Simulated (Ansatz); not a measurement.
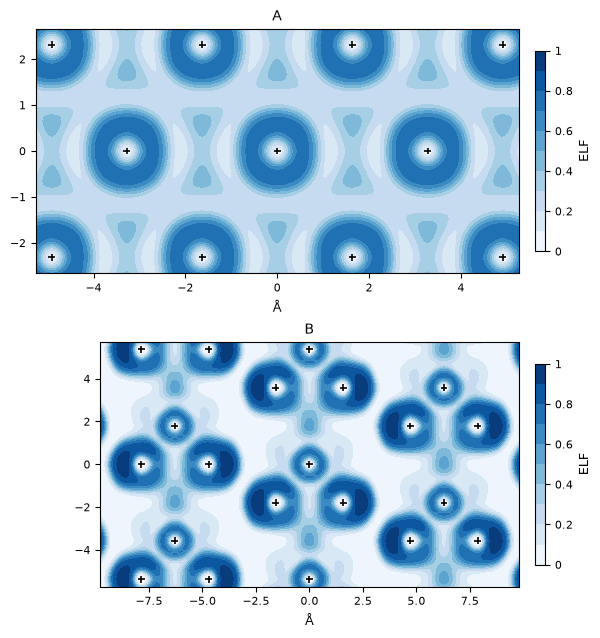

The electron localisation function of 2 systems, each on a plane through atoms (crosses mark nuclei in the plane).

Level of theory: DFT PBEsol, scalar-relativistic, plane waves, PAW (Ansatz).

System 1: Nb, the (11̄0) plane of the conventional cell. Space group Im-3m; computed without spin polarisation.

```
CELL_PARAMETERS angstrom
3.27245 0.00000 0.00000
0.00000 3.27245 0.00000
0.00000 0.00000 3.27245
ATOMIC_POSITIONS crystal
Nb 0.00000 0.00000 0.00000
Nb 0.50000 0.50000 0.50000
```

System 2: WS$_{2}$, the (110) plane of the conventional cell. Space group R3m; a structure from a database of computed crystals, not necessarily the ambient phase; changed on purpose from its base cell (equal strain along all axes, cell held, atoms relaxed: -1.5 %); computed pressure about 3 GPa in this cell.

```yaml
crystal:
  lattice:
    - [3.10007, 0.00000, 0.00000]
    - [-1.55003, 2.68474, 0.00000]
    - [0.00000, 0.00000, 18.86762]
  atoms:
    - { symbol: W, position: [0.66667, 0.33333, 0.33267] }
    - { symbol: W, position: [0.33333, 0.66667, 0.66600] }
    - { symbol: W, position: [0.00000, 0.00000, 0.99933] }
    - { symbol: S, position: [0.33333, 0.66667, 0.24873] }
    - { symbol: S, position: [0.66667, 0.33333, 0.08324] }
    - { symbol: S, position: [0.00000, 0.00000, 0.58206] }
    - { symbol: S, position: [0.33333, 0.66667, 0.41657] }
    - { symbol: S, position: [0.66667, 0.33333, 0.91540] }
    - { symbol: S, position: [0.00000, 0.00000, 0.74990] }
```

> Which map belongs to which system?

Panel A is system 1, Nb: the plane holds Nb. Nb–Nb (2.83 Å): the ELF is about 0.25 at the midpoint (no localised pair shows between them). Panel B is system 2, WS$_{2}$: the plane holds W and S. W–S (2.39 Å): the ELF peaks at about 0.85 in the valence shell of S, 0.8 Å from its nucleus, and is about 0.50 at the midpoint.
